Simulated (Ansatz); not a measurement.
**Geometry relaxation of Li$_{8}$Nb$_{7}$O$_{24}$ (part 1 of 5)**

The run: geometry relaxation of Li$_{8}$Nb$_{7}$O$_{24}$ (defect cell, 39 atoms in the cell). Method and program: DFT PBE, scalar-relativistic, plane waves, PAW, spin-polarised (Ansatz 0.2.0).

The structure derives from a Materials Project entry. It belongs to a series of runs on one base structure; here: Nb vacancy (site b), charge +0, atoms relaxed at the host's cell. Figures and captions count atoms from 1; the log counts them from 0 in places.

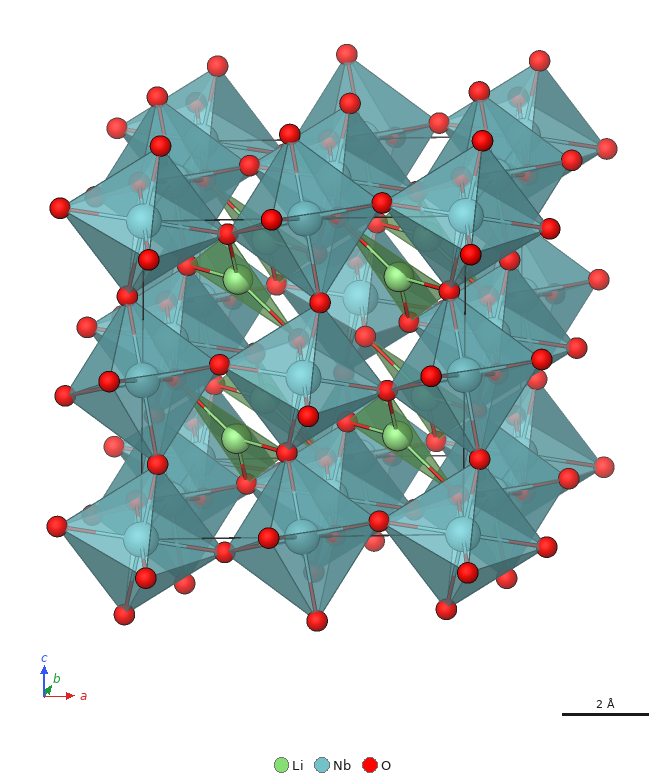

Figure 1. The input geometry (polyhedral view of the cell of the calculation, seen slightly off an axis; polyhedra are completed across the faces of the cell). An atom can appear more than once, as a periodic image.

### The input
```yaml
crystal:
  lattice:
    - [-5.2230013853, -3.0155012558, 4.5982845429]
    - [5.2230013853, -3.0155012558, 4.5982845429]
    - [0.0, 6.0310025116, 4.5982845429]
  atoms:
    - { symbol: Li, position: [0.25, 0.25, 0.25] }
    - { symbol: Li, position: [0.75, 0.75, 0.25] }
    - { symbol: Li, position: [0.75, 0.25, 0.75] }
    - { symbol: Li, position: [0.25, 0.75, 0.75] }
    - { symbol: Li, position: [0.75, 0.75, 0.75] }
    - { symbol: Li, position: [0.25, 0.25, 0.75] }
    - { symbol: Li, position: [0.25, 0.75, 0.25] }
    - { symbol: Li, position: [0.75, 0.25, 0.25] }
    - { symbol: Nb, position: [0.0, 0.0, 0.5] }
    - { symbol: Nb, position: [0.0, 0.5, 0.0] }
    - { symbol: Nb, position: [0.5, 0.0, 0.0] }
    - { symbol: Nb, position: [0.0, 0.5, 0.5] }
    - { symbol: Nb, position: [0.5, 0.0, 0.5] }
    - { symbol: Nb, position: [0.5, 0.5, 0.0] }
    - { symbol: Nb, position: [0.0, 0.0, 0.0] }
    - { symbol: O, position: [0.5598147884, 0.4401852116, 0.25], spin: 0.167 }
    - { symbol: O, position: [0.0598147884, 0.9401852116, 0.25] }
    - { symbol: O, position: [0.0598147884, 0.4401852116, 0.75] }
    - { symbol: O, position: [0.5598147884, 0.9401852116, 0.75] }
    - { symbol: O, position: [0.4401852116, 0.25, 0.5598147884], spin: 0.167 }
    - { symbol: O, position: [0.9401852116, 0.75, 0.5598147884] }
    - { symbol: O, position: [0.9401852116, 0.25, 0.0598147884] }
    - { symbol: O, position: [0.4401852116, 0.75, 0.0598147884] }
    - { symbol: O, position: [0.4401852116, 0.5598147884, 0.75], spin: 0.167 }
    - { symbol: O, position: [0.9401852116, 0.0598147884, 0.75] }
    - { symbol: O, position: [0.9401852116, 0.5598147884, 0.25] }
    - { symbol: O, position: [0.4401852116, 0.0598147884, 0.25] }
    - { symbol: O, position: [0.75, 0.4401852116, 0.5598147884], spin: 0.167 }
    - { symbol: O, position: [0.25, 0.9401852116, 0.5598147884] }
    - { symbol: O, position: [0.25, 0.4401852116, 0.0598147884] }
    - { symbol: O, position: [0.75, 0.9401852116, 0.0598147884] }
    - { symbol: O, position: [0.5598147884, 0.75, 0.4401852116], spin: 0.167 }
    - { symbol: O, position: [0.0598147884, 0.25, 0.4401852116] }
    - { symbol: O, position: [0.0598147884, 0.75, 0.9401852116] }
    - { symbol: O, position: [0.5598147884, 0.25, 0.9401852116] }
    - { symbol: O, position: [0.25, 0.5598147884, 0.4401852116], spin: 0.167 }
    - { symbol: O, position: [0.75, 0.0598147884, 0.4401852116] }
    - { symbol: O, position: [0.75, 0.5598147884, 0.9401852116] }
    - { symbol: O, position: [0.25, 0.0598147884, 0.9401852116] }
  host:
    lattice:
      - [2.6115006926, 1.5077506279, 4.5982845429]
      - [-2.6115006926, 1.5077506279, 4.5982845429]
      - [0.0, -3.0155012558, 4.5982845429]
    atoms:
      - { symbol: Li, position: [0.25, 0.25, 0.25] }
      - { symbol: Li, position: [0.75, 0.75, 0.75] }
      - { symbol: Nb, position: [0.5, 0.5, 0.5] }
      - { symbol: Nb, position: [0.0, 0.0, 0.0] }
      - { symbol: O, position: [0.1303704233, 0.3696295767, 0.75] }
      - { symbol: O, position: [0.3696295767, 0.75, 0.1303704233] }
      - { symbol: O, position: [0.8696295767, 0.6303704233, 0.25] }
      - { symbol: O, position: [0.25, 0.8696295767, 0.6303704233] }
      - { symbol: O, position: [0.6303704233, 0.25, 0.8696295767] }
      - { symbol: O, position: [0.75, 0.1303704233, 0.3696295767] }
basis:
  ecutwfc: 420
  xc_grid: 2
kpoints:
  mp_grid: { grid: [2, 2, 2], shift: [0.5, 0.5, 0.5] }
hamiltonian:
  xc: pbe
scf:
  occupations: { method: gaussian, width: 0.01 }
output:
  forces: true
  stress: false
  eigenvalues: true
  populations: true
  charged_corrections: { defect_position: [0.5, 0.5, 0.5] }
magnetization:
  spin_polarized: true
relax:
  adjacent_minimum: "off"
  f_tol: 0.025
  max_steps: 45
```

Run on 4 threads of Intel Xeon (Granite Rapids), 32 GiB of memory available, shared host.

Launch command:
```bash
ansatz run input.yaml --threads 4 --pin off --max-ram 10240MiB --backend cpu --events-out ev --progress --plain --runs-dir out
```

### The program's output
```
Engine: ansatz 0.2.0, x86_64-unknown-linux-gnu
Pseudopotentials: kind: paw
Pseudopotential: Li, paw, valence charge 3, recommended cutoff 420 eV (normal), Li.paw.azcp
Pseudopotential: Nb, paw, valence charge 13, recommended cutoff 420 eV (normal), Nb.paw.azcp
Pseudopotential: O, paw, valence charge 6, recommended cutoff 420 eV (normal), O.paw.azcp
Functional definition: PBE
  parameter kappa = 0.804
  parameter beta = 0.06672455060314922
  exchange = pbe_x(kappa = kappa, mu = beta*pi^2/3)
  correlation = pbe_c(beta = beta)
Crystal: 39 atoms, lattice volume = 434.537 Å³
Basis set: ecut = 420 eV, 8523 PW (Γ), exchange–correlation on 108×108×108 points (8 copies of the dense FFT grid, shifted against one another)
Bands: 170, of which v1, the nominal top of the filled ones, is band 130 counted from 1 (129 counted from 0)
Symmetry: 6 space group operations
Space group: R-3 (ITA 148), of the structure as read, at distance tolerance 7.6e-5 Å
Magnetic group: BNS 148.17 (UNI 1247), of the structure as read, at distance tolerance 7.6e-5 Å
k-points: 2 of 8
Non-local potential: Li, projectors of the file, l = 0: 3, l = 1: 2, l = 2: 1
Non-local potential: Nb, projectors of the file, l = 0: 3, l = 1: 2, l = 2: 2, l = 3: 1
Non-local potential: O, projectors of the file, l = 0: 2, l = 1: 2, l = 2: 1
PAW form: soft (Blöchl's): semilocal exchange-correlation on the pseudo side does not see the compensation charge
PAW one-centre angular grid: Li, 110 points (default); XC on 64 Gauss nodes
PAW one-centre angular grid: Nb, 590 points (default); XC on 64 Gauss nodes
PAW one-centre angular grid: O, 110 points (default); XC on 64 Gauss nodes
Initial density: superposition of atomic densities (chi_scale 0.1, normalization cell, long waves kept (reshape's long-wave potential 0.40 eV rms))
Starting moments: Σ|m| = 1.002 μB on 6 of 39 sites
Initial wavefunctions: pseudopotential atomic-orbital guess
Functional: x = pbe(κ = 0.804, μ = 0.2195149727645171), c = pbe(β = 0.06672455060314922)
SCF iter   1: F=—  HF=-47154.375773 eV  |F-HF|=—  |Δ(HF+E_count)|=         —  Δρ=4.97e-2 (↑4.97e-2 ↓4.95e-2)  dr2=5.04e1  dr2_m=4.86e-2  M=1.000 μB ∫|m|=1.159 μB  β_m=0.30  ethr=3.10e-3  ⟨swp⟩=6.0  Hψ=2248  notcnv=0  defer=73
Mixer restart at iter 1: flushing history
preconditioner: auto → Resta (q_TF=auto, 2.503 Å⁻¹)  ε∞=5.1  [insulator: Δε(μ)=0.014 eV  Ē_g=12.043 eV  σ=0.010 eV  W_gap=0.62  n_scr=110 (ndim 8)  ℏωp=24.4 eV  f_vac=0.001  D(μ)=33.45/eV (n_scr^D=394)  ε∞_Penn≈5.1]
spin=Collinear: Resta preconditioning applied to the charge; magnetization (m = ρ↑ − ρ↓) channel mixes plain (no charge-response kernel on spin).
SCF iter   2: F=—  HF=-47144.364689 eV  |F-HF|=—  |Δ(HF+E_count)|=    1.00e1  Δρ=2.39e-2 (↑2.39e-2 ↓2.34e-2)  dr2=1.11e1  dr2_m=6.82e-2  M=1.000 μB ∫|m|=1.209 μB  β_m=0.39  ethr=3.10e-3  ⟨swp⟩=3.0  Hψ=1170  notcnv=0  defer=140
SCF iter   3: F=—  HF=-47143.547235 eV  |F-HF|=—  |Δ(HF+E_count)|=   8.17e-1  Δρ=1.40e-2 (↑1.40e-2 ↓1.38e-2)  dr2=2.03e0  dr2_m=4.18e-2  M=1.332 μB ∫|m|=1.476 μB  β_m=0.65  ethr=3.10e-3  ⟨swp⟩=2.0  Hψ=805  notcnv=0  defer=140
SCF iter   4: F=—  HF=-47145.630873 eV  |F-HF|=—  |Δ(HF+E_count)|=    2.08e0  Δρ=9.51e-3 (↑9.51e-3 ↓9.42e-3)  dr2=2.43e-1  dr2_m=2.56e-1  M=2.972 μB ∫|m|=3.041 μB  β_m=0.77  ethr=7.84e-4  ⟨swp⟩=2.0  Hψ=1066  notcnv=0  defer=140
SCF iter   5: F=—  HF=-47146.576505 eV  |F-HF|=—  |Δ(HF+E_count)|=         —  Δρ=1.72e-2 (↑1.72e-2 ↓1.65e-2)  dr2=9.87e-2  dr2_m=1.09e0  M=5.000 μB ∫|m|=5.330 μB  β_m=1.00  ethr=9.37e-5  ⟨swp⟩=2.5  Hψ=1086  notcnv=0  defer=134
Mixer restart at iter 5: flushing history
SCF iter   6: F=—  HF=-47146.324400 eV  |F-HF|=—  |Δ(HF+E_count)|=   2.52e-1  Δρ=3.89e-3 (↑3.65e-3 ↓3.89e-3)  dr2=1.43e-1  dr2_m=1.96e-2  M=5.000 μB ∫|m|=5.535 μB  β_m=0.77  ethr=1.93e-5  ⟨swp⟩=3.0  Hψ=1295  notcnv=0  defer=137
SCF iter   7: F=—  HF=-47146.344918 eV  |F-HF|=—  |Δ(HF+E_count)|=   2.05e-2  Δρ=4.27e-3 (↑3.41e-3 ↓4.27e-3)  dr2=2.12e-1  dr2_m=7.58e-3  M=5.000 μB ∫|m|=5.582 μB  β_m=0.59  ethr=1.93e-5  ⟨swp⟩=2.5  Hψ=1130  notcnv=0  defer=140
SCF iter   8: F=—  HF=-47146.304104 eV  |F-HF|=—  |Δ(HF+E_count)|=   4.08e-2  Δρ=1.12e-3 (↑9.32e-4 ↓1.12e-3)  dr2=1.71e-3  dr2_m=3.70e-3  M=5.000 μB ∫|m|=5.586 μB  β_m=0.80  ethr=1.93e-5  ⟨swp⟩=2.0  Hψ=1102  notcnv=0  defer=140
SCF iter   9: F=—  HF=-47146.306318 eV  |F-HF|=—  |Δ(HF+E_count)|=   2.21e-3  Δρ=6.37e-4 (↑4.11e-4 ↓6.37e-4)  dr2=3.78e-3  dr2_m=1.79e-4  M=5.000 μB ∫|m|=5.621 μB  β_m=0.63  ethr=6.62e-7  ⟨swp⟩=2.0  Hψ=1093  notcnv=0  defer=140
SCF iter  10: F=—  HF=-47146.305714 eV  |F-HF|=—  |Δ(HF+E_count)|=   6.03e-4  Δρ=2.06e-4 (↑8.93e-5 ↓2.06e-4)  dr2=1.17e-4  dr2_m=5.54e-5  M=5.000 μB ∫|m|=5.623 μB  β_m=0.81  ethr=6.62e-7  ⟨swp⟩=2.0  Hψ=1031  notcnv=0  defer=140
SCF iter  11: F=—  HF=-47146.305741 eV  |F-HF|=—  |Δ(HF+E_count)|=   2.68e-5  Δρ=9.07e-5 (↑5.04e-5 ↓9.07e-5)  dr2=6.90e-5  dr2_m=5.57e-6  M=5.000 μB ∫|m|=5.625 μB  β_m=0.75  ethr=4.53e-8  ⟨swp⟩=2.0  Hψ=1027  notcnv=0  defer=140
SCF iter  12: F=—  HF=-47146.305736 eV  |F-HF|=—  |Δ(HF+E_count)|=   5.03e-6  Δρ=5.83e-5 (↑2.96e-5 ↓5.83e-5)  dr2=3.23e-5  dr2_m=1.76e-6  M=5.000 μB ∫|m|=5.626 μB  β_m=0.64  ethr=2.66e-8  ⟨swp⟩=2.0  Hψ=1005  notcnv=0  defer=140
SCF iter  13: F=-47146.305731 eV  HF=-47146.305732 eV  |F-HF|=1.06e-6  |Δ(HF+E_count)|=   3.81e-6  Δρ=1.65e-5 (↑8.11e-6 ↓1.65e-5)  dr2=2.15e-6  dr2_m=1.89e-7  M=5.000 μB ∫|m|=5.626 μB  ethr=6.03e-9  ⟨swp⟩=13.0  Hψ=3016  notcnv=0
SCF 1 converged in 13 iterations: F = -47146.305731 eV  dr2 = 2.15e-6
  greatest PAW one-centre occupation: 1.000 electrons in one spin orbital (limit 2), on the Li atom at site 7 (counted from 0), in its partial waves of l = 0
relax step   1: F+E_penalty+E_count = -47146.30573112 eV  Δ(F+E_penalty+E_count) = +0.000e0 eV  max|allowed force component| = 6.918e-1 eV/Å  Δτ_max = 0.0000 Å  (13 SCF iters, dr2 threshold 1.56e-5 eV, accepted)
Initial density: handed on by an earlier stage of this run
Starting moments: Σ|m| = 1.002 μB on 6 of 39 sites; this step starts from the density that it was given
Initial wavefunctions: those handed on with the density
iter 1 solved again at ethr=4.64e-5 eV; its pass at ethr=3.10e-3 eV (dr2=1.20e-1 eV) is discarded
SCF iter   1: F=—  HF=-47146.525426 eV  |F-HF|=—  |Δ(HF+E_count)|=         —  Δρ=6.29e-3 (↑2.85e-3 ↓6.29e-3)  dr2=1.22e-1  dr2_m=5.60e-2  M=5.000 μB ∫|m|=5.608 μB  β_m=0.65  ethr=4.64e-5  ⟨swp⟩=1.0  Hψ=1667  notcnv=0  defer=140
preconditioner: auto → Resta (q_TF=auto, 2.503 Å⁻¹)  ε∞=5.5  [insulator: Δε(μ)=0.074 eV  Ē_g=11.512 eV  σ=0.010 eV  W_gap=1.00  n_scr=110 (ndim 8)  ℏωp=24.4 eV  f_vac=0.014  D(μ)=0.00/eV (n_scr^D=0)  ε∞_Penn≈5.5]
spin=Collinear: Resta preconditioning applied to the charge; magnetization (m = ρ↑ − ρ↓) channel mixes plain (no charge-response kernel on spin).
SCF iter   2: F=—  HF=-47146.583413 eV  |F-HF|=—  |Δ(HF+E_count)|=   5.80e-2  Δρ=2.74e-3 (↑1.95e-3 ↓2.74e-3)  dr2=2.91e-2  dr2_m=1.23e-2  M=5.000 μB ∫|m|=5.623 μB  β_m=0.59  ethr=4.64e-5  ⟨swp⟩=2.0  Hψ=1032  notcnv=0  defer=140
SCF iter   3: F=—  HF=-47146.586448 eV  |F-HF|=—  |Δ(HF+E_count)|=   3.04e-3  Δρ=2.36e-3 (↑8.32e-4 ↓2.36e-3)  dr2=2.37e-2  dr2_m=7.39e-3  M=5.000 μB ∫|m|=5.640 μB  β_m=0.77  ethr=1.12e-5  ⟨swp⟩=2.0  Hψ=1004  notcnv=0  defer=140
SCF iter   4: F=—  HF=-47146.583724 eV  |F-HF|=—  |Δ(HF+E_count)|=         —  Δρ=6.07e-4 (↑3.78e-4 ↓6.07e-4)  dr2=2.06e-3  dr2_m=3.61e-4  M=5.000 μB ∫|m|=5.664 μB  β_m=0.77  ethr=9.17e-6  ⟨swp⟩=2.0  Hψ=1038  notcnv=0  defer=140
Mixer restart at iter 4: flushing history
SCF iter   5: F=—  HF=-47146.585607 eV  |F-HF|=—  |Δ(HF+E_count)|=   1.88e-3  Δρ=3.11e-4 (↑1.83e-4 ↓3.11e-4)  dr2=4.37e-4  dr2_m=1.40e-4  M=5.000 μB ∫|m|=5.665 μB  β_m=0.84  ethr=7.97e-7  ⟨swp⟩=2.0  Hψ=1102  notcnv=0  defer=140
SCF iter   6: F=—  HF=-47146.585745 eV  |F-HF|=—  |Δ(HF+E_count)|=   1.38e-4  Δρ=1.81e-4 (↑1.12e-4 ↓1.81e-4)  dr2=2.62e-4  dr2_m=2.97e-5  M=5.000 μB ∫|m|=5.665 μB  β_m=0.91  ethr=1.69e-7  ⟨swp⟩=2.0  Hψ=1018  notcnv=0  defer=140
SCF iter   7: F=—  HF=-47146.585744 eV  |F-HF|=—  |Δ(HF+E_count)|=   6.87e-7  Δρ=1.34e-4 (↑1.10e-4 ↓1.34e-4)  dr2=2.14e-4  dr2_m=4.15e-6  M=5.000 μB ∫|m|=5.665 μB  β_m=0.76  ethr=1.01e-7  ⟨swp⟩=2.0  Hψ=1052  notcnv=0  defer=140
SCF iter   8: F=—  HF=-47146.585717 eV  |F-HF|=—  |Δ(HF+E_count)|=   2.78e-5  Δρ=4.95e-5 (↑2.68e-5 ↓4.95e-5)  dr2=1.53e-5  dr2_m=2.20e-6  M=5.000 μB ∫|m|=5.665 μB  β_m=0.82  ethr=8.26e-8  ⟨swp⟩=2.0  Hψ=970  notcnv=0  defer=140
SCF iter   9: F=-47146.585720 eV  HF=-47146.585722 eV  |F-HF|=1.82e-6  |Δ(HF+E_count)|=   5.38e-6  Δρ=2.10e-5 (↑1.05e-5 ↓2.10e-5)  dr2=3.71e-6  dr2_m=5.02e-7  M=5.000 μB ∫|m|=5.665 μB  ethr=5.90e-9  ⟨swp⟩=9.5  Hψ=2878  notcnv=0
SCF 2 converged in 9 iterations: F = -47146.585720 eV  dr2 = 3.71e-6
[... from here on the iterations of each SCF are left out, up to the last one ...]
relax step   2: F+E_penalty+E_count = -47146.58572011 eV  Δ(F+E_penalty+E_count) = -2.800e-1 eV  max|allowed force component| = 3.928e-1 eV/Å  Δτ_max = 0.0608 Å  (9 SCF iters, dr2 threshold 2.99e-5 eV, accepted)
[... from here on the SCF iterations and repeated set-up lines of each step are left out, up to the last step ...]
SCF 3 converged in 10 iterations: F = -47146.873108 eV  dr2 = 8.95e-6
relax step   3: F+E_penalty+E_count = -47146.87310763 eV  Δ(F+E_penalty+E_count) = -2.874e-1 eV  max|allowed force component| = 3.070e-1 eV/Å  Δτ_max = 0.1935 Å  (10 SCF iters, dr2 threshold 9.64e-6 eV, accepted)
SCF 4 converged in 8 iterations: F = -47147.092979 eV  dr2 = 1.06e-5
relax step   4: F+E_penalty+E_count = -47147.09297938 eV  Δ(F+E_penalty+E_count) = -2.199e-1 eV  max|allowed force component| = 3.588e-1 eV/Å  Δτ_max = 0.1910 Å  (8 SCF iters, dr2 threshold 3.04e-5 eV, accepted)
SCF 5 converged in 9 iterations: F = -47147.326076 eV  dr2 = 9.34e-6
relax step   5: F+E_penalty+E_count = -47147.32607582 eV  Δ(F+E_penalty+E_count) = -2.331e-1 eV  max|allowed force component| = 3.612e-1 eV/Å  Δτ_max = 0.1958 Å  (9 SCF iters, dr2 threshold 7.86e-5 eV, accepted)
SCF 6 converged in 9 iterations: F = -47147.518030 eV  dr2 = 1.58e-5
relax step   6: F+E_penalty+E_count = -47147.51802966 eV  Δ(F+E_penalty+E_count) = -1.920e-1 eV  max|allowed force component| = 2.614e-1 eV/Å  Δτ_max = 0.1918 Å  (9 SCF iters, dr2 threshold 1.00e-4 eV, accepted)
SCF 7 converged in 9 iterations: F = -47147.635588 eV  dr2 = 8.83e-6
relax step   7: F+E_penalty+E_count = -47147.63558825 eV  Δ(F+E_penalty+E_count) = -1.176e-1 eV  max|allowed force component| = 1.031e-1 eV/Å  Δτ_max = 0.2000 Å  (9 SCF iters, dr2 threshold 3.58e-5 eV, accepted)
SCF 8 converged in 10 iterations: F = -47147.657868 eV  dr2 = 4.19e-7
relax step   8: F+E_penalty+E_count = -47147.65786807 eV  Δ(F+E_penalty+E_count) = -2.228e-2 eV  max|allowed force component| = 1.196e-1 eV/Å  Δτ_max = 0.1311 Å  (10 SCF iters, dr2 threshold 1.65e-6 eV, accepted)
SCF 9 converged in 8 iterations: F = -47147.672759 eV  dr2 = 9.41e-8
relax step   9: F+E_penalty+E_count = -47147.67275853 eV  Δ(F+E_penalty+E_count) = -1.489e-2 eV  max|allowed force component| = 7.056e-2 eV/Å  Δτ_max = 0.0411 Å  (8 SCF iters, dr2 threshold 2.23e-6 eV, accepted)
SCF 10 converged in 9 iterations: F = -47147.687295 eV  dr2 = 3.49e-8
relax step  10: F+E_penalty+E_count = -47147.68729539 eV  Δ(F+E_penalty+E_count) = -1.454e-2 eV  max|allowed force component| = 3.007e-2 eV/Å  Δτ_max = 0.0420 Å  (9 SCF iters, dr2 threshold 1.73e-6 eV, accepted)
```
